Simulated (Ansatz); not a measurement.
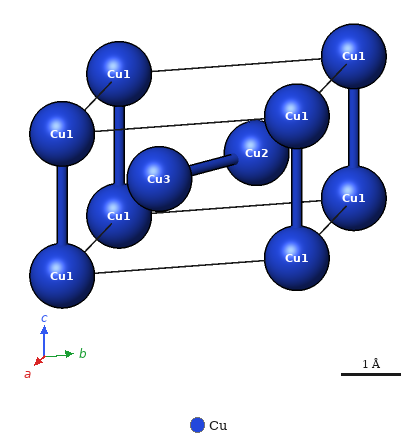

Fig. 1: The input geometry (ball-and-stick view of the cell of the calculation, seen slightly off an axis; atoms are numbered from 1 in the order of the input).

## Geometry relaxation of Cu

System: Cu (3 atoms in the cell).
Method: DFT, PBE, all-electron LAPW, scalar-relativistic, no spin polarisation (Ansatz 0.2.0).

It belongs to a series of runs on one base structure; here: omega relaxed under pressure, LAPW. Figures and captions count atoms from 1; the log counts them from 0 in places.

Input file:
```yaml
crystal:
  lattice:
    - [4.171211392, 0.0, 0.0]
    - [-2.085605696, 3.61237503, 0.0]
    - [0.0, 0.0, 2.496721726]
  atoms:
    - { symbol: Cu, position: [0.0, 0.0, 0.0] }
    - { symbol: Cu, position: [0.3333333333, 0.6666666667, 0.5] }
    - { symbol: Cu, position: [0.6666666667, 0.3333333333, 0.5] }
kpoints:
  mp_grid: { grid: [9, 9, 12] }
scf:
  occupations: { method: fermi_dirac, width: 0.05 }
hamiltonian:
  xc: pbe
  pseudopotentials: { kind: all_electron, lapw: { basis_error: 0.0005 } }
output:
  forces: true
  stress: true
  eigenvalues: true
relax:
  f_tol: 0.005
  max_steps: 12
  cell: { p_target: -3.7, stress_tol: 0.03 }
```

Run as:
```bash
ansatz run input.yaml --threads 1 --pin off --max-ram 3584MiB --backend cpu --events-out ev --progress --plain --runs-dir out
```

The program's output:
```
The last accepted step is kept in [file] (removed where the run ends without a failure and the disk answers)
LAPW: plane waves up to 10.127 Å⁻¹, error target 5.0e-4 eV per atom; small_component_spin mean_spin; Cu in spheres of 1.168 Å, 19 of its electrons in bands, Dirac shells [] (how accurate: hamiltonian.pseudopotentials.lapw.basis_error, Limitations)
Engine: ansatz 0.2.0, x86_64-unknown-linux-gnu
Pseudopotentials: kind: all_electron
Pseudopotential: Cu, LAPW, valence charge 19, lapw/all_electron/scalar/gaussian/Cu, Koelling and Harmon's equation, gaussian nucleus
Functional definition: PBE
  parameter kappa = 0.804
  parameter beta = 0.06672455060314922
  exchange = pbe_x(kappa = kappa, mu = beta*pi^2/3)
  correlation = pbe_c(beta = beta)
Crystal: 3 atoms, lattice volume = 37.621 Å³
Basis set: ecut = 390.70978350998763 eV, 657 PW (Γ), exchange–correlation at level 2
Bands: 35, of which v1, the nominal top of the filled ones, is band 29 counted from 1 (28 counted from 0)
Symmetry: 24 space group operations
Space group: P6/mmm (ITA 191), of the structure as read, at distance tolerance 3.4e-5 Å
k-points: 84 of 972
Non-local potential: Cu, projectors of the file, none
Initial density: superposition of atomic densities (chi_scale 0.1, normalization cell)
Initial wavefunctions: plane waves of lowest kinetic energy (no species holds an atomic orbital)
Functional: x = pbe(κ = 0.804, μ = 0.2195149727645171), c = pbe(β = 0.06672455060314922)
iter 1 solved again at ethr=1.96e-3 eV; its pass at ethr=1.00e-1 eV (dr2=1.12e0 eV) is discarded
SCF iter   1: F=—  HF=-135105.150939 eV  |F-HF|=—  |Δ(HF+E_count)|=         —  Δρ=6.83e-2  dr2=1.12e0  ethr=1.96e-3  ⟨swp⟩=2.0  Hψ=20243  notcnv=0
preconditioner: auto → none  [metal: Δε(μ)=0.012 eV  Ē_g=9.422 eV  σ=0.050 eV  W_gap=0.06  n_scr=8 (ndim 8)  ℏωp=34.8 eV  f_vac=0.000  D(μ)=1.52/eV (n_scr^D=8)  sad-step TF]
SCF iter   2: F=—  HF=-135107.158425 eV  |F-HF|=—  |Δ(HF+E_count)|=    2.01e0  Δρ=3.19e-2  dr2=1.92e-1  ethr=1.96e-3  ⟨swp⟩=3.0  Hψ=10227  notcnv=0
iter 3 solved again at ethr=8.13e-6 eV; its pass at ethr=3.36e-4 eV (dr2=4.64e-3 eV) is discarded
SCF iter   3: F=—  HF=-135102.855040 eV  |F-HF|=—  |Δ(HF+E_count)|=    4.30e0  Δρ=3.63e-3  dr2=4.64e-3  ethr=8.13e-6  ⟨swp⟩=2.0  Hψ=16066  notcnv=0
SCF iter   4: F=—  HF=-135102.659846 eV  |F-HF|=—  |Δ(HF+E_count)|=   1.95e-1  Δρ=8.66e-3  dr2=2.80e-2  ethr=8.13e-6  ⟨swp⟩=3.0  Hψ=10139  notcnv=0
SCF iter   5: F=—  HF=-135102.645465 eV  |F-HF|=—  |Δ(HF+E_count)|=   1.44e-2  Δρ=5.76e-3  dr2=8.52e-3  ethr=8.13e-6  ⟨swp⟩=2.2  Hψ=8237  notcnv=0
SCF iter   6: F=—  HF=-135102.634783 eV  |F-HF|=—  |Δ(HF+E_count)|=   1.07e-2  Δρ=7.67e-4  dr2=1.86e-4  ethr=8.13e-6  ⟨swp⟩=2.1  Hψ=8217  notcnv=0
SCF iter   7: F=—  HF=-135102.634808 eV  |F-HF|=—  |Δ(HF+E_count)|=   2.57e-5  Δρ=1.51e-4  dr2=8.17e-6  ethr=3.26e-7  ⟨swp⟩=2.0  Hψ=8206  notcnv=0
SCF iter   8: F=—  HF=-135102.634790 eV  |F-HF|=—  |Δ(HF+E_count)|=   1.87e-5  Δρ=6.67e-5  dr2=1.41e-6  ethr=1.43e-8  ⟨swp⟩=2.0  Hψ=8205  notcnv=0
SCF iter   9: F=—  HF=-135102.634786 eV  |F-HF|=—  |Δ(HF+E_count)|=   3.73e-6  Δρ=7.97e-6  dr2=2.75e-8  ethr=2.47e-9  ⟨swp⟩=2.2  Hψ=8238  notcnv=0
SCF iter  10: F=-135102.634786 eV  HF=-135102.634786 eV  |F-HF|=4.95e-10  |Δ(HF+E_count)|=   4.87e-8  Δρ=5.13e-7  dr2=7.76e-11  ethr=4.82e-11  ⟨swp⟩=2.5  Hψ=8320  notcnv=0
SCF 1 converged in 10 iterations: F = -135102.634786 eV  dr2 = 7.76e-11
relax step   1: F+E_penalty+E_count = -135102.63478580 eV  Δ(F+E_penalty+E_count) = +0.000e0 eV  max|allowed force component| = 4.163e-17 eV/Å  Δτ_max = 0.0000 Å  P = -3.710 GPa  Ω = 37.621 Å³  (10 SCF iters, accepted)
Initial density: handed on by an earlier stage of this run
Initial wavefunctions: those handed on with the density
iter 1 solved again at ethr=1.00e-12 eV; its pass at ethr=1.00e-1 eV (dr2=7.27e-11 eV) is discarded
SCF iter   1: F=—  HF=-135102.634786 eV  |F-HF|=—  |Δ(HF+E_count)|=         —  Δρ=5.09e-7  dr2=7.30e-11  ethr=2.22e-12 (applied; sched 1.00e-12)  ⟨swp⟩=5.6  Hψ=14721  notcnv=0
preconditioner: auto → none  [metal: Δε(μ)=0.038 eV  Ē_g=10.402 eV  σ=0.050 eV  W_gap=0.19  n_scr=8 (ndim 8)  ℏωp=34.8 eV  f_vac=0.000  D(μ)=0.84/eV (n_scr^D=6)]
SCF iter   2: F=-135102.634786 eV  HF=-135102.634786 eV  |F-HF|=2.85e-9  |Δ(HF+E_count)|=   9.55e-8  Δρ=8.57e-7  dr2=4.93e-10  ethr=2.24e-12 (applied; sched 1.00e-12)  ⟨swp⟩=3.0  Hψ=8378  notcnv=0
SCF 2 converged in 2 iterations: F = -135102.634786 eV  dr2 = 4.93e-10
relax step   2: F+E_penalty+E_count = -135102.63478580 eV  Δ(F+E_penalty+E_count) = +2.095e-9 eV  max|allowed force component| = 3.238e-17 eV/Å  Δτ_max = 0.0000 Å  P = -3.710 GPa  Ω = 37.621 Å³  stress off target by 1.61e-2 GPa  SCF on the basis re-selected at this cell (its energy is not comparable with the rows above)  (2 SCF iters)
```

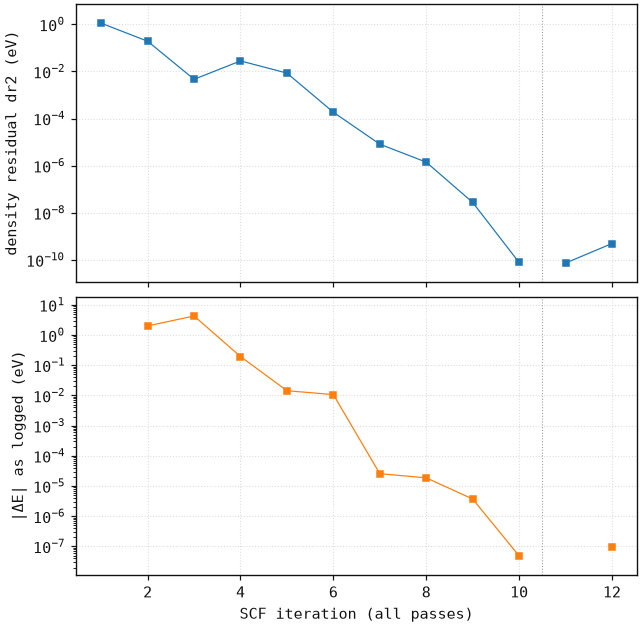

Fig. 2: Convergence of the self-consistent field: density residual dr2 and size of the energy change against the SCF iteration. The dotted lines part the SCF passes of the relaxation: geometry steps, rejected trials and re-solves on a re-selected basis. The passes take 10 and 2 iterations.

```
basis re-selected at this cell: Δ(F+E_penalty+E_count) = +2.095e-9 eV, ΔP = -0.000 GPa vs the last step (what re-selecting the basis moved, after the strain that the cell walked since its last selection, with what the two solves' SCF thresholds leave and, on support functions, any second-order correction that the steps lacked; it is no measure of the basis error at this ecutwfc). This SCF's stress stands 1.61e-2 GPa from its target on what of the cell is left free (relax.cell.stress_tol is 3.00e-2 GPa) and its largest allowed force component is 3.24e-17 eV/Å (relax.f_tol is 5.00e-3 eV/Å): within both
SCF converged after 2 iterations
Free energy (F): -135102.634786 eV
Harris-Foulkes:  -135102.634786 eV  (|F-HF|=2.85e-9)
Internal energy: -135102.627811 eV  (E = F + TS)
E sigma→0 (E₀):  -135102.631299 eV
Entropy (-TS):   -0.006974 eV (-2.325 meV/atom)
Fermi energy:    15.382379 eV
--- Per-component energies (eV) ---
  E_band       = -1148.940988
  E_kinetic    = 137421.743664
  E_xc         = -5521.047349
  E_electrostatic = -267003.324126  (all electrons and nuclei)
  E_smearing   = -0.006974  (= −TS)
  E_closure    = 0.000000  (closes the sum)
  E_atoms      = -135091.597370  (free atoms, spherical and without spin; not in F)
  Σ components = -135102.634786   (vs F -135102.634786, Δ=0.00e0)
  Basis errors (estimates in eV, not in F): energy 1.7e-4 per atom: plane waves 1.6e-4 (8.3e-5 summed), levels above the bands 5.1e-98, relativity 1.8e-8, radial functions 1.0e-5, core shells 3.4e-10; eigenvalues (radial functions only) 4.0e-8; not estimated: angular momenta, meshes, grids; target (lapw.basis_error) 5.0e-4; muffin-tin radii Cu 1.168 Å
--- Forces (eV/Å), atoms counted from 1 ---
  atom   1  Cu    -0.00000000     0.00000000     0.00000000
  atom   2  Cu    -0.00000000    -0.00000000     0.00000000
  atom   3  Cu     0.00000000     0.00000000     0.00000000
  max |Σ_I F_I| component: 9.25e-18 eV/Å
--- Stress (GPa, compression-positive) ---
       -3.716071       0.000000       0.000000
        0.000000      -3.716071      -0.000000
        0.000000      -0.000000      -3.697167
  P = ⅓ Tr σ = -3.7098 GPa (-37.098 kbar)
--- Band table (eV; the first three rows and the last of 84) ---
  k-point 0: bands = ["-97.0875", "-97.0712", "-97.0097", "-54.4982", "-54.4982", "-54.4298", "-54.4298", "-54.4165", "-54.4013", "-54.3681", "-54.3649", "-54.3649", "6.4181", "11.1110", "11.9639", "11.9639", "11.9784", "12.0217", "12.0217", "12.3230", "12.7573", "12.7573", "13.1242", "13.1242", "13.1745", "13.1745", "13.8881", "13.8881", "19.7480", "19.7480", "19.7677", "19.7677", "21.1055", "21.2479", "30.0303"]
  k-point 1: bands = ["-97.0871", "-97.0707", "-97.0093", "-54.4978", "-54.4978", "-54.4290", "-54.4290", "-54.4214", "-54.4061", "-54.3731", "-54.3649", "-54.3649", "6.5939", "11.1962", "11.9162", "11.9162", "11.9772", "11.9772", "12.1096", "12.4067", "12.7070", "12.7070", "13.1598", "13.1598", "13.1916", "13.1916", "13.8578", "13.8578", "19.9198", "19.9198", "19.9662", "19.9662", "21.1882", "21.3156", "28.1245"]
  k-point 2: bands = ["-97.0859", "-97.0696", "-97.0081", "-54.4965", "-54.4965", "-54.4347", "-54.4267", "-54.4267", "-54.4192", "-54.3868", "-54.3648", "-54.3648", "7.1121", "11.4203", "11.7768", "11.7768", "11.8593", "11.8593", "12.4782", "12.6445", "12.6445", "12.6533", "13.1059", "13.1059", "13.3158", "13.3158", "13.7953", "13.7953", "20.4168", "20.4168", "20.5399", "20.5399", "21.4455", "21.5250", "25.0917"]
  k-point 83: bands = ["-97.0728", "-97.0728", "-97.0034", "-54.5041", "-54.4824", "-54.4824", "-54.4542", "-54.4542", "-54.4374", "-54.4095", "-54.3639", "-54.3639", "10.8143", "11.4760", "11.4760", "11.7466", "11.8160", "11.8160", "12.4890", "12.4890", "12.8669", "12.8669", "13.0912", "13.8554", "13.8750", "14.0341", "14.0341", "16.0373", "17.6903", "17.6903", "19.2850", "19.2850", "20.3598", "28.0114", "28.9536"]
--- Relaxed structure (1 steps of the walk, 1 accepted, 1 SCFs on fresh bases) ---
  F+E_penalty+E_count = -135102.63478580 eV   max|allowed force component| = 3.238e-17 eV/Å   (the final SCF, on the basis selected at the relaxed cell)
  cell:  # Å, volume = 37.6206 Å³
    - [4.171211391984382, 0.0, 0.0]
    - [-2.085605695992191, 3.612375030013525, 0.0]
    - [0.0, 0.0, 2.496721726]
  atoms:
    - { symbol: Cu, position: [0.0, 0.0, 0.0] }
    - { symbol: Cu, position: [0.33333333333333337, 0.6666666666666667, 0.5000000000000001] }
    - { symbol: Cu, position: [0.6666666666666667, 0.33333333333333337, 0.5000000000000001] }
```

Trajectory as extended XYZ (Å, eV, eV/Å), 2 frames, from step=1 to step=2:
```
3
Lattice="4.1712 0.0000 0.0000 -2.0856 3.6124 0.0000 0.0000 0.0000 2.4967" Properties=species:S:1:pos:R:3:forces:R:3 step=1 energy=-135102.63479 pressure_GPa=-3.71
Cu    0.0000    0.0000    0.0000    0.0000   0.0000   0.0000
Cu    0.0000    2.4082    1.2484    0.0000   0.0000   0.0000
Cu    2.0856    1.2041    1.2484    0.0000   0.0000   0.0000
3
Lattice="4.1712 0.0000 0.0000 -2.0856 3.6124 0.0000 0.0000 0.0000 2.4967" Properties=species:S:1:pos:R:3:forces:R:3 step=2 energy=-135102.63479 pressure_GPa=-3.71
Cu    0.0000    0.0000    0.0000    0.0000   0.0000   0.0000
Cu    0.0000    2.4082    1.2484    0.0000   0.0000   0.0000
Cu    2.0856    1.2041    1.2484    0.0000   0.0000   0.0000
```

Summary:

- outcome: converged
- space group (tolerance 0.01 Å): P6/mmm (191)
- electrons in bands (core shells apart): 57
- free energy: −135102.6348 eV
- Fermi energy: 15.382 eV
- pressure: −3.71 GPa
- final volume: 37.62 Å³
- largest force (length of the vector) at the end: under 0.001 eV/Å
- final cell: a = 4.171 Å, b = 4.171 Å, c = 2.497 Å, α = 90.00°, β = 90.00°, γ = 120.00°
- hardware: 1 thread of Intel Xeon (Sapphire Rapids), 32 GiB of memory available, shared host
- wall time: 50 s
- peak memory: 0.62 GiB
